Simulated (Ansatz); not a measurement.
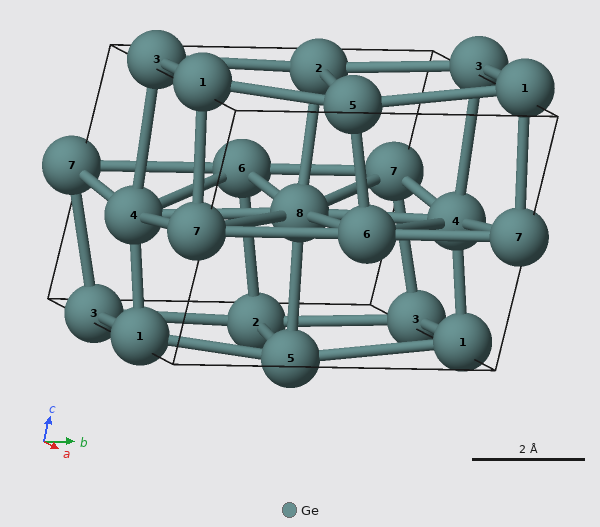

**Figure 1.** The structure as given in the input (ball-and-stick view of the cell of the calculation, set on other vectors, seen slightly off an axis; atoms are numbered from 1 in the order of the input). An atom can appear more than once, as a periodic image.

Geometry relaxation, with input and output: Ge (part 1 of 2)

The run: geometry relaxation of Ge (P1, 8 atoms in the cell). Method and program: DFT r2SCAN, scalar-relativistic, plane waves, PAW, no spin polarisation (Ansatz 0.2.0).

The structure derives from a Materials Project entry. It belongs to a series of runs on one base structure; here: all atoms moved at random, sigma 0.15 A a component; relaxed back. Figures and captions count atoms from 1; the log counts them from 0 in places.

**The input**
```yaml
crystal:
  lattice:
    - [5.5470837536, 0.0, 0.0]
    - [2.7735418768, 5.1009774132, 0.0]
    - [2.7735418768, 0.0, 5.2924330543]
  atoms:
    - { symbol: Ge, position: [0.2759996696, -0.0049640265, -0.0420541326] }
    - { symbol: Ge, position: [0.2273279548, 0.5753991763, 0.0269582668] }
    - { symbol: Ge, position: [0.7001806722, 0.0405204798, -0.0102491496] }
    - { symbol: Ge, position: [0.5138164247, -0.0177247979, 0.5403301565] }
    - { symbol: Ge, position: [0.7637706723, 0.452667308, 0.0216778108] }
    - { symbol: Ge, position: [0.5016415112, 0.5016739172, 0.4756365278] }
    - { symbol: Ge, position: [0.0177069802, -0.0361843299, 0.4703830078] }
    - { symbol: Ge, position: [-0.0004438851, 0.488612273, 0.5173175125] }
basis:
  ecutwfc: 500
kpoints:
  mp_grid: { grid: [8, 8, 8] }
hamiltonian:
  xc: r2scan
scf:
  occupations: { method: gaussian, width: 0.15 }
output:
  forces: true
  stress: true
  eigenvalues: true
relax:
  adjacent_minimum: "off"
  f_tol: 0.01
  max_steps: 80
  cell: { stress_tol: 0.1 }
```

Run on 2 threads of Intel Xeon (Sapphire Rapids), 32 GiB of memory available, shared host.

Run as:
```bash
ansatz run input.yaml --threads 2 --pin off --max-ram 5120MiB --backend cpu --events-out ev --progress --plain --runs-dir out
```

**Log**
```
Engine: ansatz 0.2.0, x86_64-unknown-linux-gnu
Pseudopotentials: kind: paw
Pseudopotential: Ge, paw, valence charge 14, recommended cutoff 500 eV (meta_gga), Ge.paw.azcp
Functional definition: r2SCAN
  parameter k0 = 0.174
  parameter k1 = 0.065
  parameter a1 = 4.9479
  exchange = r2scan_x(k0 = k0, k1 = k1, a1 = a1)
  correlation = r2scan_c
Crystal: 8 atoms, lattice volume = 149.752 Å³
Basis set: ecut = 500 eV, 3807 PW (Γ), exchange–correlation on 180×180×180 points (64 copies of the dense FFT grid, shifted against one another)
Bands: 68, of which v1, the nominal top of the filled ones, is band 56 counted from 1 (55 counted from 0)
Symmetry: 1 space group operations
Space group: P1 (ITA 1), of the structure as read, at distance tolerance 5.3e-5 Å
k-points: 260 of 512 (time reversal used)
Non-local potential: Ge, projectors of the file, l = 0: 2, l = 1: 2, l = 2: 3, l = 3: 1
PAW form: soft (Blöchl's): semilocal exchange-correlation on the pseudo side does not see the compensation charge
PAW frozen core: Ge, regenerated for the run's functional (the file was generated under x = pbe(κ = 0.804, μ = 0.2195149727645171), c = pbe(β = 0.06672455060314922))
PAW one-centre angular grid: Ge, 590 points (default); XC on 160 Gauss nodes
Initial density: superposition of atomic densities (neutral atoms: chi_scale 0, normalization atom), corrected by the library's trained network
Initial wavefunctions: pseudopotential atomic-orbital guess
Functional: x = r2scan, c = r2scan; τ floored in thin density (d = 2e-4 eV/Å³)
SCF iter   1: F=—  HF=-34419.089651 eV  |F-HF|=—  |Δ(HF+E_count)|=         —  Δρ=6.85e-3  dr2=2.90e-2  dr2_τ=9.87e-3  ethr=1.77e-3  ⟨swp⟩=5.3  Hψ=60969  notcnv=0  defer=22
preconditioner: auto → Kerker (q_TF=auto, 2.599 Å⁻¹)  [metal: Δε(μ)=0.003 eV  Ē_g=23.417 eV  σ=0.150 eV  W_gap=0.01  n_scr=46 (ndim 8)  ℏωp=32.1 eV  f_vac=0.000  D(μ)=2.92/eV (n_scr^D=16)]
SCF iter   2: F=—  HF=-34419.183999 eV  |F-HF|=—  |Δ(HF+E_count)|=   9.43e-2  Δρ=2.47e-3  dr2=6.76e-3  dr2_τ=1.02e-4  ethr=2.59e-5  ⟨swp⟩=2.0  Hψ=35971  notcnv=0  defer=877
SCF iter   3: F=—  HF=-34419.185963 eV  |F-HF|=—  |Δ(HF+E_count)|=   1.96e-3  Δρ=1.70e-3  dr2=3.46e-3  dr2_τ=2.64e-5  ethr=6.04e-6  ⟨swp⟩=1.0  Hψ=16436  notcnv=0  defer=877
SCF iter   4: F=—  HF=-34419.187003 eV  |F-HF|=—  |Δ(HF+E_count)|=   1.04e-3  Δρ=7.47e-4  dr2=6.93e-4  dr2_τ=5.69e-6  ethr=3.09e-6  ⟨swp⟩=2.0  Hψ=17628  notcnv=0  defer=877
SCF iter   5: F=—  HF=-34419.187195 eV  |F-HF|=—  |Δ(HF+E_count)|=   1.92e-4  Δρ=1.70e-4  dr2=4.01e-5  dr2_τ=3.41e-7  ethr=6.18e-7  ⟨swp⟩=2.0  Hψ=31025  notcnv=0  defer=877
SCF iter   6: F=—  HF=-34419.187182 eV  |F-HF|=—  |Δ(HF+E_count)|=   1.33e-5  Δρ=3.68e-5  dr2=2.53e-6  dr2_τ=1.78e-8  ethr=3.58e-8  ⟨swp⟩=2.0  Hψ=31026  notcnv=0  defer=877
SCF iter   7: F=—  HF=-34419.187183 eV  |F-HF|=—  |Δ(HF+E_count)|=   6.22e-7  Δρ=7.99e-6  dr2=1.79e-7  dr2_τ=8.22e-10  ethr=2.26e-9  ⟨swp⟩=2.0  Hψ=26074  notcnv=0  defer=877
SCF iter   8: F=-34419.187183 eV  HF=-34419.187183 eV  |F-HF|=5.02e-10  |Δ(HF+E_count)|=   5.91e-8  Δρ=2.50e-6  dr2=1.91e-8  dr2_τ=1.20e-10  ethr=8.93e-11  ⟨swp⟩=8.2  Hψ=68463  notcnv=0
SCF 1 converged in 8 iterations: F = -34419.187183 eV  dr2 = 1.91e-8
  greatest PAW one-centre occupation: 0.998 electrons in one spin orbital (limit 2), on the Ge atom at site 3 (counted from 0), in its partial waves of l = 2
relax step   1: F+E_penalty+E_count = -34419.18718259 eV  Δ(F+E_penalty+E_count) = +0.000e0 eV  max|allowed force component| = 3.730e0 eV/Å  Δτ_max = 0.0000 Å  P = +4.381 GPa  Ω = 149.752 Å³  (8 SCF iters, dr2 threshold 1.00e-7 eV, accepted)
Crystal: 8 atoms, lattice volume = 148.783 Å³
Basis set: ecut = 500 eV, 3781 PW (Γ), exchange–correlation on 180×180×180 points (64 copies of the dense FFT grid, shifted against one another)
Initial density: handed on by an earlier stage of this run
Initial wavefunctions: those handed on with the density
iter 1 solved again at ethr=1.07e-4 eV; its pass at ethr=3.10e-3 eV (dr2=1.20e-1 eV) is discarded
SCF iter   1: F=—  HF=-34419.286068 eV  |F-HF|=—  |Δ(HF+E_count)|=         —  Δρ=1.04e-2  dr2=1.20e-1  dr2_τ=5.83e-1  ethr=1.07e-4  ⟨swp⟩=1.2  Hψ=84055  notcnv=0
preconditioner: auto → Kerker (q_TF=auto, 2.602 Å⁻¹)  [metal: Δε(μ)=0.002 eV  Ē_g=23.315 eV  σ=0.150 eV  W_gap=0.01  n_scr=46 (ndim 8)  ℏωp=32.2 eV  f_vac=0.000  D(μ)=3.01/eV (n_scr^D=16)]
SCF iter   2: F=—  HF=-34420.007602 eV  |F-HF|=—  |Δ(HF+E_count)|=   7.22e-1  Δρ=7.40e-3  dr2=5.12e-2  dr2_τ=3.87e-4  ethr=1.07e-4  ⟨swp⟩=3.0  Hψ=37166  notcnv=0  defer=2
SCF iter   3: F=—  HF=-34420.012221 eV  |F-HF|=—  |Δ(HF+E_count)|=   4.62e-3  Δρ=3.07e-3  dr2=1.23e-2  dr2_τ=8.26e-5  ethr=4.57e-5  ⟨swp⟩=1.0  Hψ=17682  notcnv=0  defer=2
SCF iter   4: F=—  HF=-34420.013291 eV  |F-HF|=—  |Δ(HF+E_count)|=   1.07e-3  Δρ=4.68e-4  dr2=3.61e-4  dr2_τ=4.51e-6  ethr=1.10e-5  ⟨swp⟩=2.0  Hψ=21078  notcnv=0  defer=2
SCF iter   5: F=—  HF=-34420.013323 eV  |F-HF|=—  |Δ(HF+E_count)|=   3.19e-5  Δρ=2.13e-4  dr2=6.99e-5  dr2_τ=1.01e-6  ethr=3.22e-7  ⟨swp⟩=2.0  Hψ=32266  notcnv=0  defer=2
SCF iter   6: F=—  HF=-34420.013304 eV  |F-HF|=—  |Δ(HF+E_count)|=   1.88e-5  Δρ=8.79e-5  dr2=1.85e-5  dr2_τ=8.50e-8  ethr=6.24e-8  ⟨swp⟩=2.0  Hψ=32249  notcnv=0  defer=2
SCF iter   7: F=—  HF=-34420.013309 eV  |F-HF|=—  |Δ(HF+E_count)|=   5.08e-6  Δρ=3.59e-5  dr2=3.08e-6  dr2_τ=9.69e-9  ethr=1.65e-8  ⟨swp⟩=2.0  Hψ=21849  notcnv=0  defer=2
SCF iter   8: F=-34420.013309 eV  HF=-34420.013309 eV  |F-HF|=4.43e-7  |Δ(HF+E_count)|=   1.65e-7  Δρ=1.88e-5  dr2=6.75e-7  dr2_τ=3.13e-9  ethr=7.14e-10  ⟨swp⟩=5.3  Hψ=64358  notcnv=0
SCF 2 converged in 8 iterations: F = -34420.013309 eV  dr2 = 6.75e-7
  greatest PAW one-centre occupation: 0.998 electrons in one spin orbital (limit 2), on the Ge atom at site 7 (counted from 0), in its partial waves of l = 2
relax step   2: F+E_penalty+E_count = -34420.01330864 eV  Δ(F+E_penalty+E_count) = -8.261e-1 eV  max|allowed force component| = 1.304e0 eV/Å  Δτ_max = 0.1938 Å  P = +1.647 GPa  Ω = 148.783 Å³  energy of the carried Pulay correction = +3.463e-4 eV  (8 SCF iters, dr2 threshold 8.00e-7 eV, accepted)
Crystal: 8 atoms, lattice volume = 149.927 Å³
Basis set: ecut = 500 eV, 3811 PW (Γ), exchange–correlation on 180×180×180 points (64 copies of the dense FFT grid, shifted against one another)
iter 1 solved again at ethr=7.41e-5 eV; its pass at ethr=3.10e-3 eV (dr2=8.30e-2 eV) is discarded
SCF iter   1: F=—  HF=-34419.469502 eV  |F-HF|=—  |Δ(HF+E_count)|=         —  Δρ=9.46e-3  dr2=8.34e-2  dr2_τ=4.83e-1  ethr=7.41e-5  ⟨swp⟩=1.2  Hψ=83813  notcnv=0
preconditioner: auto → Kerker (q_TF=auto, 2.599 Å⁻¹)  [metal: Δε(μ)=0.003 eV  Ē_g=23.308 eV  σ=0.150 eV  W_gap=0.01  n_scr=46 (ndim 8)  ℏωp=32.1 eV  f_vac=0.000  D(μ)=3.28/eV (n_scr^D=16)]
SCF iter   2: F=—  HF=-34420.192173 eV  |F-HF|=—  |Δ(HF+E_count)|=   7.23e-1  Δρ=6.35e-3  dr2=3.01e-2  dr2_τ=3.02e-4  ethr=7.41e-5  ⟨swp⟩=2.2  Hψ=35047  notcnv=0
SCF iter   3: F=—  HF=-34420.199237 eV  |F-HF|=—  |Δ(HF+E_count)|=   7.06e-3  Δρ=3.35e-3  dr2=1.08e-2  dr2_τ=7.79e-5  ethr=2.69e-5  ⟨swp⟩=1.0  Hψ=17958  notcnv=0
SCF iter   4: F=—  HF=-34420.202943 eV  |F-HF|=—  |Δ(HF+E_count)|=   3.71e-3  Δρ=4.87e-4  dr2=3.31e-4  dr2_τ=3.64e-6  ethr=9.64e-6  ⟨swp⟩=2.0  Hψ=21741  notcnv=0
SCF iter   5: F=—  HF=-34420.203053 eV  |F-HF|=—  |Δ(HF+E_count)|=   1.10e-4  Δρ=1.82e-4  dr2=3.75e-5  dr2_τ=8.38e-7  ethr=2.95e-7  ⟨swp⟩=2.0  Hψ=32190  notcnv=0
SCF iter   6: F=—  HF=-34420.203049 eV  |F-HF|=—  |Δ(HF+E_count)|=   3.39e-6  Δρ=6.19e-5  dr2=5.54e-6  dr2_τ=4.48e-8  ethr=3.35e-8  ⟨swp⟩=2.0  Hψ=32186  notcnv=0
SCF iter   7: F=-34420.203054 eV  HF=-34420.203054 eV  |F-HF|=2.60e-9  |Δ(HF+E_count)|=   5.06e-6  Δρ=1.77e-5  dr2=6.11e-7  dr2_τ=5.71e-9  ethr=7.14e-10  ⟨swp⟩=3.5  Hψ=59797  notcnv=0
SCF 3 converged in 7 iterations: F = -34420.203054 eV  dr2 = 6.11e-7
  greatest PAW one-centre occupation: 0.998 electrons in one spin orbital (limit 2), on the Ge atom at site 1 (counted from 0), in its partial waves of l = 2
relax step   3: F+E_penalty+E_count = -34420.20305417 eV  Δ(F+E_penalty+E_count) = -1.897e-1 eV  max|allowed force component| = 3.777e-1 eV/Å  Δτ_max = 0.2000 Å  P = +0.570 GPa  Ω = 149.927 Å³  energy of the carried Pulay correction = -6.203e-5 eV  (7 SCF iters, dr2 threshold 8.00e-7 eV, accepted)
Crystal: 8 atoms, lattice volume = 151.488 Å³
Basis set: ecut = 500 eV, 3831 PW (Γ), exchange–correlation on 180×180×180 points (64 copies of the dense FFT grid, shifted against one another)
iter 1 solved again at ethr=3.78e-5 eV; its pass at ethr=3.10e-3 eV (dr2=4.23e-2 eV) is discarded
SCF iter   1: F=—  HF=-34419.726929 eV  |F-HF|=—  |Δ(HF+E_count)|=         —  Δρ=7.67e-3  dr2=4.21e-2  dr2_τ=3.59e-1  ethr=3.78e-5  ⟨swp⟩=1.3  Hψ=83289  notcnv=0
preconditioner: auto → Kerker (q_TF=auto, 2.594 Å⁻¹)  [metal: Δε(μ)=0.002 eV  Ē_g=23.271 eV  σ=0.150 eV  W_gap=0.01  n_scr=46 (ndim 8)  ℏωp=31.9 eV  f_vac=0.000  D(μ)=3.09/eV (n_scr^D=16)]
SCF iter   2: F=—  HF=-34420.249354 eV  |F-HF|=—  |Δ(HF+E_count)|=   5.22e-1  Δρ=5.27e-3  dr2=2.34e-2  dr2_τ=1.77e-4  ethr=3.75e-5  ⟨swp⟩=2.4  Hψ=35674  notcnv=0
SCF iter   3: F=—  HF=-34420.252809 eV  |F-HF|=—  |Δ(HF+E_count)|=   3.45e-3  Δρ=2.83e-3  dr2=8.76e-3  dr2_τ=4.63e-5  ethr=2.09e-5  ⟨swp⟩=1.1  Hψ=18000  notcnv=0
SCF iter   4: F=—  HF=-34420.254373 eV  |F-HF|=—  |Δ(HF+E_count)|=   1.56e-3  Δρ=4.44e-4  dr2=4.23e-4  dr2_τ=2.23e-6  ethr=7.82e-6  ⟨swp⟩=2.0  Hψ=21637  notcnv=0
SCF iter   5: F=—  HF=-34420.254362 eV  |F-HF|=—  |Δ(HF+E_count)|=   1.09e-5  Δρ=2.03e-4  dr2=7.58e-5  dr2_τ=5.91e-7  ethr=3.78e-7  ⟨swp⟩=2.0  Hψ=32157  notcnv=0
SCF iter   6: F=—  HF=-34420.254369 eV  |F-HF|=—  |Δ(HF+E_count)|=   7.56e-6  Δρ=6.66e-5  dr2=1.05e-5  dr2_τ=3.66e-8  ethr=6.77e-8  ⟨swp⟩=2.0  Hψ=32160  notcnv=0
SCF iter   7: F=-34420.254372 eV  HF=-34420.254372 eV  |F-HF|=1.05e-7  |Δ(HF+E_count)|=   2.40e-6  Δρ=1.69e-5  dr2=7.44e-7  dr2_τ=4.19e-9  ethr=7.14e-10  ⟨swp⟩=3.8  Hψ=61765  notcnv=0
SCF 4 converged in 7 iterations: F = -34420.254372 eV  dr2 = 7.44e-7
  greatest PAW one-centre occupation: 0.998 electrons in one spin orbital (limit 2), on the Ge atom at site 4 (counted from 0), in its partial waves of l = 2
relax step   4: F+E_penalty+E_count = -34420.25437176 eV  Δ(F+E_penalty+E_count) = -5.132e-2 eV  max|allowed force component| = 1.969e-2 eV/Å  Δτ_max = 0.2000 Å  P = +0.030 GPa  Ω = 151.488 Å³  energy of the carried Pulay correction = -6.148e-4 eV  (7 SCF iters, dr2 threshold 8.00e-7 eV, accepted)
Crystal: 8 atoms, lattice volume = 151.431 Å³
Basis set: ecut = 500 eV, 3837 PW (Γ), exchange–correlation on 180×180×180 points (64 copies of the dense FFT grid, shifted against one another)
iter 1 solved again at ethr=1.29e-6 eV; its pass at ethr=3.10e-3 eV (dr2=1.45e-3 eV) is discarded
SCF iter   1: F=—  HF=-34420.245025 eV  |F-HF|=—  |Δ(HF+E_count)|=         —  Δρ=1.21e-3  dr2=1.36e-3  dr2_τ=7.84e-3  ethr=1.29e-6  ⟨swp⟩=2.2  Hψ=76303  notcnv=0
preconditioner: auto → Kerker (q_TF=auto, 2.595 Å⁻¹)  [metal: Δε(μ)=0.003 eV  Ē_g=23.235 eV  σ=0.150 eV  W_gap=0.01  n_scr=46 (ndim 8)  ℏωp=31.9 eV  f_vac=0.000  D(μ)=3.11/eV (n_scr^D=16)]
SCF iter   2: F=—  HF=-34420.256395 eV  |F-HF|=—  |Δ(HF+E_count)|=   1.14e-2  Δρ=8.19e-4  dr2=5.26e-4  dr2_τ=3.88e-6  ethr=1.22e-6  ⟨swp⟩=2.9  Hψ=33334  notcnv=0
SCF iter   3: F=—  HF=-34420.256485 eV  |F-HF|=—  |Δ(HF+E_count)|=   9.06e-5  Δρ=2.48e-4  dr2=8.42e-5  dr2_τ=5.71e-7  ethr=4.70e-7  ⟨swp⟩=1.5  Hψ=18023  notcnv=0
SCF iter   4: F=—  HF=-34420.256503 eV  |F-HF|=—  |Δ(HF+E_count)|=   1.82e-5  Δρ=5.00e-5  dr2=4.47e-6  dr2_τ=5.35e-8  ethr=7.52e-8  ⟨swp⟩=2.0  Hψ=21164  notcnv=0
SCF iter   5: F=—  HF=-34420.256505 eV  |F-HF|=—  |Δ(HF+E_count)|=   1.49e-6  Δρ=2.63e-5  dr2=1.30e-6  dr2_τ=8.70e-9  ethr=3.99e-9  ⟨swp⟩=2.0  Hψ=32273  notcnv=0
SCF iter   6: F=-34420.256504 eV  HF=-34420.256504 eV  |F-HF|=9.50e-8  |Δ(HF+E_count)|=   4.67e-7  Δρ=1.63e-5  dr2=5.30e-7  dr2_τ=1.69e-9  ethr=4.75e-10  ⟨swp⟩=4.9  Hψ=58807  notcnv=0
SCF 5 converged in 6 iterations: F = -34420.256504 eV  dr2 = 5.30e-7
relax step   5: F+E_penalty+E_count = -34420.25650425 eV  Δ(F+E_penalty+E_count) = -2.132e-3 eV  max|allowed force component| = 5.561e-3 eV/Å  Δτ_max = 0.0278 Å  P = -0.006 GPa  Ω = 151.431 Å³  energy of the carried Pulay correction = -5.946e-4 eV  (6 SCF iters, dr2 threshold 5.32e-7 eV, accepted)
Initial wavefunctions: pseudopotential atomic-orbital guess (no wavefunctions were taken with the density)
iter 1 solved again at ethr=4.49e-8 eV; its pass at ethr=3.10e-3 eV (dr2=5.03e-5 eV) is discarded
SCF iter   1: F=—  HF=-34420.256993 eV  |F-HF|=—  |Δ(HF+E_count)|=         —  Δρ=1.09e-4  dr2=9.34e-7  dr2_τ=5.92e-7  ethr=4.49e-8  ⟨swp⟩=2.1  Hψ=96779  notcnv=0
preconditioner: auto → Kerker (q_TF=auto, 2.595 Å⁻¹)  [metal: Δε(μ)=0.006 eV  Ē_g=23.234 eV  σ=0.150 eV  W_gap=0.02  n_scr=46 (ndim 8)  ℏωp=31.9 eV  f_vac=0.000  D(μ)=3.10/eV (n_scr^D=16)]
SCF iter   2: F=—  HF=-34420.257117 eV  |F-HF|=—  |Δ(HF+E_count)|=   1.24e-4  Δρ=5.63e-5  dr2=4.02e-7  dr2_τ=6.54e-7  ethr=8.34e-10  ⟨swp⟩=2.0  Hψ=32309  notcnv=0
SCF iter   3: F=—  HF=-34420.257165 eV  |F-HF|=—  |Δ(HF+E_count)|=   4.74e-5  Δρ=1.02e-5  dr2=6.30e-8  dr2_τ=1.75e-8  ethr=3.59e-10  ⟨swp⟩=2.0  Hψ=22637  notcnv=0
SCF iter   4: F=—  HF=-34420.257165 eV  |F-HF|=—  |Δ(HF+E_count)|=   9.27e-7  Δρ=4.97e-6  dr2=1.15e-8  dr2_τ=4.62e-9  ethr=5.62e-11  ⟨swp⟩=2.0  Hψ=32219  notcnv=0
SCF iter   5: F=—  HF=-34420.257166 eV  |F-HF|=—  |Δ(HF+E_count)|=   3.38e-7  Δρ=6.23e-7  dr2=7.43e-10  dr2_τ=3.68e-11  ethr=1.03e-11  ⟨swp⟩=2.0  Hψ=21899  notcnv=0
SCF iter   6: F=-34420.257166 eV  HF=-34420.257166 eV  |F-HF|=4.37e-11  |Δ(HF+E_count)|=   2.42e-9  Δρ=1.76e-7  dr2=5.39e-11  dr2_τ=9.11e-13  ethr=1.00e-12  ⟨swp⟩=4.0  Hψ=52320  notcnv=0
SCF 6 converged in 6 iterations: F = -34420.257166 eV  dr2 = 5.39e-11
relax step   6: F+E_penalty+E_count = -34420.25716578 eV  Δ(F+E_penalty+E_count) = -6.615e-4 eV  max|allowed force component| = 5.521e-3 eV/Å  Δτ_max = 0.0000 Å  P = -0.003 GPa  Ω = 151.431 Å³  stress off target by 9.95e-2 GPa  SCF on the basis re-selected at this cell (its energy is not comparable with the rows above)  (6 SCF iters)
```

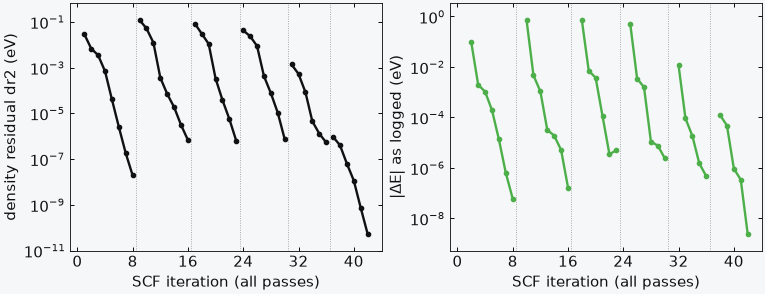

**Figure 2.** Convergence of the self-consistent field: density residual dr2 and size of the energy change against the SCF iteration. The dotted lines part the SCF passes of the relaxation: geometry steps, rejected trials and re-solves on a re-selected basis. The 6 passes take 6 to 8 iterations each, 42 in all.
